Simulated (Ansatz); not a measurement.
## Geometry relaxation of Zn32O32 (part 1 of 2)

System: Zn32O32 (Fm-3m, 64 atoms in the cell).
Method: DFT, PBEsol, PAW, plane waves (Ansatz 0.2.0).

The structure was built on a prototype by a generator.

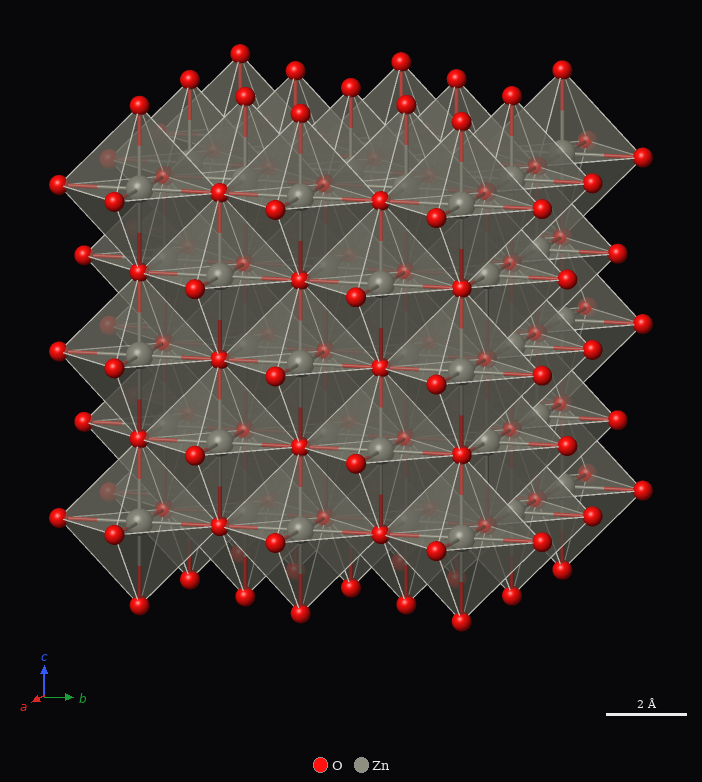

**Figure 1.** The starting structure (polyhedral view of the cell of the calculation, seen slightly off an axis; polyhedra are completed across the faces of the cell).

## Input
```yaml
crystal:
  lattice:
    - [8.530241, 0.000000, 0.000000]
    - [0.000000, 8.530241, 0.000000]
    - [0.000000, 0.000000, 8.530241]
  atoms:
    - { symbol: O, position: [0.250000, 0.000000, 0.000000] }
    - { symbol: O, position: [0.250000, 0.000000, 0.500000] }
    - { symbol: O, position: [0.250000, 0.500000, 0.000000] }
    - { symbol: O, position: [0.250000, 0.500000, 0.500000] }
    - { symbol: O, position: [0.750000, 0.000000, 0.000000] }
    - { symbol: O, position: [0.750000, 0.000000, 0.500000] }
    - { symbol: O, position: [0.750000, 0.500000, 0.000000] }
    - { symbol: O, position: [0.750000, 0.500000, 0.500000] }
    - { symbol: O, position: [0.000000, 0.250000, 0.000000] }
    - { symbol: O, position: [0.000000, 0.250000, 0.500000] }
    - { symbol: O, position: [0.000000, 0.750000, 0.000000] }
    - { symbol: O, position: [0.000000, 0.750000, 0.500000] }
    - { symbol: O, position: [0.500000, 0.250000, 0.000000] }
    - { symbol: O, position: [0.500000, 0.250000, 0.500000] }
    - { symbol: O, position: [0.500000, 0.750000, 0.000000] }
    - { symbol: O, position: [0.500000, 0.750000, 0.500000] }
    - { symbol: O, position: [0.000000, 0.000000, 0.250000] }
    - { symbol: O, position: [0.000000, 0.000000, 0.750000] }
    - { symbol: O, position: [0.000000, 0.500000, 0.250000] }
    - { symbol: O, position: [0.000000, 0.500000, 0.750000] }
    - { symbol: O, position: [0.500000, 0.000000, 0.250000] }
    - { symbol: O, position: [0.500000, 0.000000, 0.750000] }
    - { symbol: O, position: [0.500000, 0.500000, 0.250000] }
    - { symbol: O, position: [0.500000, 0.500000, 0.750000] }
    - { symbol: O, position: [0.250000, 0.250000, 0.250000] }
    - { symbol: O, position: [0.250000, 0.250000, 0.750000] }
    - { symbol: O, position: [0.250000, 0.750000, 0.250000] }
    - { symbol: O, position: [0.250000, 0.750000, 0.750000] }
    - { symbol: O, position: [0.750000, 0.250000, 0.250000] }
    - { symbol: O, position: [0.750000, 0.250000, 0.750000] }
    - { symbol: O, position: [0.750000, 0.750000, 0.250000] }
    - { symbol: O, position: [0.750000, 0.750000, 0.750000] }
    - { symbol: Zn, position: [0.000000, 0.000000, 0.000000] }
    - { symbol: Zn, position: [0.000000, 0.000000, 0.500000] }
    - { symbol: Zn, position: [0.000000, 0.500000, 0.000000] }
    - { symbol: Zn, position: [0.000000, 0.500000, 0.500000] }
    - { symbol: Zn, position: [0.500000, 0.000000, 0.000000] }
    - { symbol: Zn, position: [0.500000, 0.000000, 0.500000] }
    - { symbol: Zn, position: [0.500000, 0.500000, 0.000000] }
    - { symbol: Zn, position: [0.500000, 0.500000, 0.500000] }
    - { symbol: Zn, position: [0.250000, 0.250000, 0.000000] }
    - { symbol: Zn, position: [0.250000, 0.250000, 0.500000] }
    - { symbol: Zn, position: [0.250000, 0.750000, 0.000000] }
    - { symbol: Zn, position: [0.250000, 0.750000, 0.500000] }
    - { symbol: Zn, position: [0.750000, 0.250000, 0.000000] }
    - { symbol: Zn, position: [0.750000, 0.250000, 0.500000] }
    - { symbol: Zn, position: [0.750000, 0.750000, 0.000000] }
    - { symbol: Zn, position: [0.750000, 0.750000, 0.500000] }
    - { symbol: Zn, position: [0.250000, 0.000000, 0.250000] }
    - { symbol: Zn, position: [0.250000, 0.000000, 0.750000] }
    - { symbol: Zn, position: [0.250000, 0.500000, 0.250000] }
    - { symbol: Zn, position: [0.250000, 0.500000, 0.750000] }
    - { symbol: Zn, position: [0.750000, 0.000000, 0.250000] }
    - { symbol: Zn, position: [0.750000, 0.000000, 0.750000] }
    - { symbol: Zn, position: [0.750000, 0.500000, 0.250000] }
    - { symbol: Zn, position: [0.750000, 0.500000, 0.750000] }
    - { symbol: Zn, position: [0.000000, 0.250000, 0.250000] }
    - { symbol: Zn, position: [0.000000, 0.250000, 0.750000] }
    - { symbol: Zn, position: [0.000000, 0.750000, 0.250000] }
    - { symbol: Zn, position: [0.000000, 0.750000, 0.750000] }
    - { symbol: Zn, position: [0.500000, 0.250000, 0.250000] }
    - { symbol: Zn, position: [0.500000, 0.250000, 0.750000] }
    - { symbol: Zn, position: [0.500000, 0.750000, 0.250000] }
    - { symbol: Zn, position: [0.500000, 0.750000, 0.750000] }
kpoints:
  mp_grid: { grid: [1, 1, 1], shift: [0.5, 0.5, 0.5] }
hamiltonian:
  xc: pbesol
scf:
  occupations: { method: fermi_dirac, width: 0.01 }
relax:
  f_tol: 0.03
  max_steps: 80
  escape_saddle: false
  adjacent_minimum: "off"
  cell: { fix: [shape] }
output:
  forces: true
  eigenvalues: true
  populations: true
```

## The program's output
```
Pseudopotentials: kind: paw
Functional definition: PBEsol
  exchange = pbesol_x
  correlation = pbesol_c
Crystal: 64 atoms, lattice volume = 620.703 Å³
Basis set: ecut = 420 eV, 12149 PW (Γ), exchange–correlation on 120×120×120 points (8 copies of the dense FFT grid, shifted against one another)
Bands: 352, of which v1, the nominal top of the filled ones, is band 288 counted from 1 (287 counted from 0)
Symmetry: 1536 space group operations
Space group: Fm-3m (ITA 225), of the structure as read, at distance tolerance 8.5e-5 Å
k-points: 1
Non-local potential: O, projectors of the file, l = 0: 2, l = 1: 2, l = 2: 1
Non-local potential: Zn, projectors of the file, l = 0: 2, l = 1: 2, l = 2: 3, l = 3: 1
PAW form: soft (Blöchl's): semilocal exchange-correlation on the pseudo side does not see the compensation charge
PAW frozen core: O, regenerated for the run's functional, and the local potential with it (the file was generated under x = pbe(κ = 0.804, μ = 0.2195149727645171), c = pbe(β = 0.06672455060314922))
PAW frozen core: Zn, regenerated for the run's functional, and the local potential with it (the file was generated under x = pbe(κ = 0.804, μ = 0.2195149727645171), c = pbe(β = 0.06672455060314922))
PAW one-centre angular grid: O, 110 points (default); XC on 64 Gauss nodes
PAW one-centre angular grid: Zn, 590 points (default); XC on 64 Gauss nodes
Initial density: superposition of atomic densities (neutral atoms: chi_scale 0, normalization atom), corrected by the library's trained network
Initial wavefunctions: pseudopotential atomic-orbital guess
Functional: x = pbesol(κ = 0.804, μ = 0.12345679012345678), c = pbesol(β = 0.046)
SCF iter   1: F=—  HF=-122939.958346 eV  |F-HF|=—  |Δ(HF+E_count)|=         —  Δρ=1.49e-2  dr2=1.08e0  ethr=1.77e-3  ⟨swp⟩=7.0  Hψ=1447  notcnv=0
preconditioner: auto → Resta (q_TF=auto, 2.695 Å⁻¹)  ε∞=8.3  [insulator: Δε(μ)=4.522 eV  Ē_g=13.200 eV  σ=0.010 eV  W_gap=1.00  n_scr=202 (ndim 8)  ℏωp=35.8 eV  f_vac=0.000  D(μ)=0.00/eV (n_scr^D=0)  ε∞_Penn≈8.3]
SCF iter   2: F=—  HF=-122939.702861 eV  |F-HF|=—  |Δ(HF+E_count)|=   2.55e-1  Δρ=5.53e-3  dr2=1.86e-1  ethr=1.87e-4  ⟨swp⟩=2.0  Hψ=434  notcnv=0  defer=56
SCF iter   3: F=—  HF=-122939.658281 eV  |F-HF|=—  |Δ(HF+E_count)|=   4.46e-2  Δρ=1.67e-3  dr2=8.63e-3  ethr=3.23e-5  ⟨swp⟩=2.0  Hψ=584  notcnv=0  defer=56
SCF iter   4: F=—  HF=-122939.654304 eV  |F-HF|=—  |Δ(HF+E_count)|=   3.98e-3  Δρ=6.92e-4  dr2=1.86e-3  ethr=1.50e-6  ⟨swp⟩=2.0  Hψ=552  notcnv=0  defer=56
SCF iter   5: F=—  HF=-122939.653976 eV  |F-HF|=—  |Δ(HF+E_count)|=   3.28e-4  Δρ=1.15e-4  dr2=5.93e-5  ethr=3.24e-7  ⟨swp⟩=2.0  Hψ=576  notcnv=0  defer=56
SCF iter   6: F=—  HF=-122939.651546 eV  |F-HF|=—  |Δ(HF+E_count)|=   2.43e-3  Δρ=1.69e-5  dr2=1.05e-6  ethr=1.03e-8  ⟨swp⟩=2.0  Hψ=552  notcnv=0  defer=56
SCF iter   7: F=-122939.651547 eV  HF=-122939.651547 eV  |F-HF|=1.99e-9  |Δ(HF+E_count)|=   8.93e-7  Δρ=2.40e-6  dr2=2.90e-8  ethr=1.74e-11  ⟨swp⟩=10.0  Hψ=1599  notcnv=0
SCF 1 converged in 7 iterations: F = -122939.651547 eV  dr2 = 2.90e-8
  greatest PAW one-centre occupation: 0.994 electrons in one spin orbital (limit 2), on the Zn atom at site 63 (counted from 0), in its partial waves of l = 2
relax step   1: F+E_penalty+E_count = -122939.65154664 eV  Δ(F+E_penalty+E_count) = +0.000e0 eV  max|allowed force component| = 1.068e-25 eV/Å  Δτ_max = 0.0000 Å  P = -0.250 GPa  Ω = 620.703 Å³  fix = [alpha, beta, gamma, b/a, c/a]  (7 SCF iters, dr2 threshold 1.00e-7 eV, accepted)
Crystal: 64 atoms, lattice volume = 620.219 Å³
Initial density: handed on by an earlier stage of this run
Initial wavefunctions: those handed on with the density
iter 1 solved again at ethr=7.58e-9 eV; its pass at ethr=3.10e-3 eV (dr2=4.37e-5 eV) is discarded
SCF iter   1: F=—  HF=-122939.656869 eV  |F-HF|=—  |Δ(HF+E_count)|=         —  Δρ=9.60e-5  dr2=3.97e-5  ethr=7.58e-9  ⟨swp⟩=2.0  Hψ=1297  notcnv=0
preconditioner: auto → Resta (q_TF=auto, 2.695 Å⁻¹)  ε∞=8.3  [insulator: Δε(μ)=4.599 eV  Ē_g=13.227 eV  σ=0.010 eV  W_gap=1.00  n_scr=202 (ndim 8)  ℏωp=35.8 eV  f_vac=0.000  D(μ)=0.00/eV (n_scr^D=0)  ε∞_Penn≈8.3]
SCF iter   2: F=—  HF=-122939.654801 eV  |F-HF|=—  |Δ(HF+E_count)|=   2.07e-3  Δρ=3.30e-5  dr2=5.02e-6  ethr=6.89e-9  ⟨swp⟩=2.0  Hψ=608  notcnv=0
SCF iter   3: F=—  HF=-122939.654799 eV  |F-HF|=—  |Δ(HF+E_count)|=   1.73e-6  Δρ=1.78e-5  dr2=1.81e-6  ethr=8.71e-10  ⟨swp⟩=2.0  Hψ=584  notcnv=0
iter 4 did not close the SCF: its close was put off for the readings that it lacked (scf_convergence_deferred on its scf_iter line)
SCF iter   4: F=-122939.654799 eV  HF=-122939.654799 eV  |F-HF|=4.64e-8  |Δ(HF+E_count)|=   3.82e-7  Δρ=6.24e-6  dr2=1.45e-7  ethr=3.14e-10  ⟨swp⟩=2.0  Hψ=544  notcnv=0
iter 5 did not close the SCF: its close was put off for the readings that it lacked (scf_convergence_deferred on its scf_iter line)
SCF iter   5: F=-122939.654799 eV  HF=-122939.654799 eV  |F-HF|=3.14e-9  |Δ(HF+E_count)|=   6.85e-8  Δρ=1.81e-6  dr2=9.76e-9  ethr=2.52e-11  ⟨swp⟩=2.0  Hψ=525  notcnv=0
SCF iter   6: F=-122939.654799 eV  HF=-122939.654799 eV  |F-HF|=5.82e-11  |Δ(HF+E_count)|=  5.53e-10  Δρ=2.72e-7  dr2=2.55e-10  ethr=1.69e-12  ⟨swp⟩=1.0  Hψ=892  notcnv=0
SCF 2 converged in 6 iterations: F = -122939.654799 eV  dr2 = 2.55e-10
relax step   2: F+E_penalty+E_count = -122939.65479895 eV  Δ(F+E_penalty+E_count) = -3.252e-3 eV  max|allowed force component| = 6.403e-25 eV/Å  Δτ_max = 0.0000 Å  P = -0.100 GPa  Ω = 620.219 Å³  energy of the carried Pulay correction = +2.724e-3 eV  fix = [alpha, beta, gamma, b/a, c/a]  (6 SCF iters, dr2 threshold 1.56e-7 eV, accepted)
Crystal: 64 atoms, lattice volume = 619.898 Å³
preconditioner: auto → Resta (q_TF=auto, 2.695 Å⁻¹)  ε∞=8.3  [insulator: Δε(μ)=4.602 eV  Ē_g=13.231 eV  σ=0.010 eV  W_gap=1.00  n_scr=202 (ndim 8)  ℏωp=35.8 eV  f_vac=0.000  D(μ)=0.00/eV (n_scr^D=0)  ε∞_Penn≈8.3]
SCF iter   6: F=-122939.656708 eV  HF=-122939.656708 eV  |F-HF|=8.73e-11  |Δ(HF+E_count)|=  4.80e-10  Δρ=1.43e-7  dr2=6.72e-11  ethr=1.00e-12  ⟨swp⟩=2.0  Hψ=1108  notcnv=0
SCF 3 converged in 6 iterations: F = -122939.656708 eV  dr2 = 6.72e-11
relax step   3: F+E_penalty+E_count = -122939.65670836 eV  Δ(F+E_penalty+E_count) = -1.909e-3 eV  max|allowed force component| = 2.750e-26 eV/Å  Δτ_max = 0.0000 Å  P = +0.000 GPa  Ω = 619.898 Å³  energy of the carried Pulay correction = +4.534e-3 eV  fix = [alpha, beta, gamma, b/a, c/a]  (6 SCF iters, dr2 threshold 2.49e-8 eV, accepted)
Initial wavefunctions: pseudopotential atomic-orbital guess (no wavefunctions were taken with the density)
iter 1 solved again at ethr=8.61e-8 eV; its pass at ethr=3.10e-3 eV (dr2=4.96e-4 eV) is discarded
SCF iter   1: F=—  HF=-122939.659079 eV  |F-HF|=—  |Δ(HF+E_count)|=         —  Δρ=5.07e-6  dr2=5.51e-8  ethr=8.61e-8  ⟨swp⟩=3.0  Hψ=2270  notcnv=0
eigensolver tolerance schedule: the retry pair's looser diagonalisation over-reported the residual by 8988.48 of it (diagonalisation noise at 0.33 of the residual, at the tolerance the schedule requests for it); recorded, not acted on — ethr = c·dr2/N_el stays at c = 1.0e-1
preconditioner: auto → Resta (q_TF=auto, 2.695 Å⁻¹)  ε∞=8.3  [insulator: Δε(μ)=4.602 eV  Ē_g=13.230 eV  σ=0.010 eV  W_gap=1.00  n_scr=202 (ndim 8)  ℏωp=35.8 eV  f_vac=0.000  D(μ)=0.00/eV (n_scr^D=0)  ε∞_Penn≈8.3]
SCF iter   2: F=—  HF=-122939.656708 eV  |F-HF|=—  |Δ(HF+E_count)|=   2.37e-3  Δρ=3.24e-6  dr2=2.41e-8  ethr=9.57e-12  ⟨swp⟩=3.0  Hψ=712  notcnv=0
SCF iter   3: F=—  HF=-122939.656708 eV  |F-HF|=—  |Δ(HF+E_count)|=   9.85e-9  Δρ=1.64e-6  dr2=5.72e-9  ethr=4.18e-12  ⟨swp⟩=2.0  Hψ=544  notcnv=0
SCF iter   4: F=—  HF=-122939.656708 eV  |F-HF|=—  |Δ(HF+E_count)|=  6.26e-10  Δρ=9.75e-7  dr2=1.97e-9  ethr=1.00e-12  ⟨swp⟩=2.0  Hψ=592  notcnv=0
SCF iter   5: F=—  HF=-122939.656708 eV  |F-HF|=—  |Δ(HF+E_count)|=  3.93e-10  Δρ=6.17e-7  dr2=7.88e-10  ethr=1.00e-12  ⟨swp⟩=1.0  Hψ=352  notcnv=0
iter 6 did not close the SCF: its close was put off for the readings that it lacked (scf_convergence_deferred on its scf_iter line)
SCF iter   6: F=-122939.656708 eV  HF=-122939.656708 eV  |F-HF|=4.37e-11  |Δ(HF+E_count)|=  1.46e-11  Δρ=3.56e-7  dr2=2.70e-10  ethr=1.00e-12  ⟨swp⟩=1.0  Hψ=352  notcnv=0
iter 7 did not close the SCF: its close was put off for the readings that it lacked (scf_convergence_deferred on its scf_iter line)
SCF iter   7: F=-122939.656708 eV  HF=-122939.656708 eV  |F-HF|=1.31e-10  |Δ(HF+E_count)|=  1.02e-10  Δρ=1.70e-7  dr2=6.22e-11  ethr=1.00e-12  ⟨swp⟩=1.0  Hψ=352  notcnv=0
iter 8 did not close the SCF: its close was put off for the readings that it lacked (scf_convergence_deferred on its scf_iter line)
SCF iter   8: F=-122939.656708 eV  HF=-122939.656708 eV  |F-HF|=0.00e0  |Δ(HF+E_count)|=  1.31e-10  Δρ=8.72e-8  dr2=1.64e-11  ethr=1.00e-12  ⟨swp⟩=1.0  Hψ=352  notcnv=0
iter 9 did not close the SCF: its close was put off for the readings that it lacked (scf_convergence_deferred on its scf_iter line)
SCF iter   9: F=-122939.656708 eV  HF=-122939.656708 eV  |F-HF|=1.75e-10  |Δ(HF+E_count)|=  1.16e-10  Δρ=5.20e-8  dr2=5.74e-12  ethr=1.00e-12  ⟨swp⟩=1.0  Hψ=352  notcnv=0
SCF iter  10: F=-122939.656708 eV  HF=-122939.656708 eV  |F-HF|=2.91e-11  |Δ(HF+E_count)|=  1.16e-10  Δρ=8.16e-10  dr2=2.73e-15  ethr=1.00e-12  ⟨swp⟩=2.0  Hψ=732  notcnv=0
SCF 4 converged in 10 iterations: F = -122939.656708 eV  dr2 = 2.73e-15
relax step   4: F+E_penalty+E_count = -122939.65670836 eV  Δ(F+E_penalty+E_count) = +5.821e-11 eV  max|allowed force component| = 2.427e-27 eV/Å  Δτ_max = 0.0000 Å  P = -0.009 GPa  Ω = 619.898 Å³  fix = [alpha, beta, gamma, b/a, c/a]  stress off target by 9.42e-3 GPa on what of the cell is left free  SCF on the basis re-selected at this cell (its energy is not comparable with the rows above)  (10
```

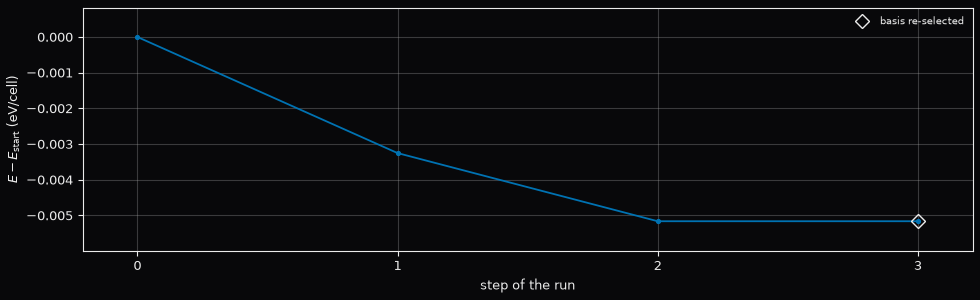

**Figure 2.** Progress of the relaxation, step by step (the first geometry is step 0 here and step 1 in the log). After 2 geometry steps the energy has fallen by 5.2 meV per cell of the calculation. All forces vanish by symmetry, so only the cell relaxes. Pressure: −0.25 GPa at the start and −0.01 GPa at the end. The atoms keep their places relative to the cell (all moves are under 0.005 Å). The volume changes by −0.1 %, with a = b = c 8.530 → 8.527 Å (0.0 %). The space group stays Fm-3m (No. 225). A last SCF at the same geometry on a re-selected plane-wave basis shifts the energy by +0.0 meV per cell of the calculation.
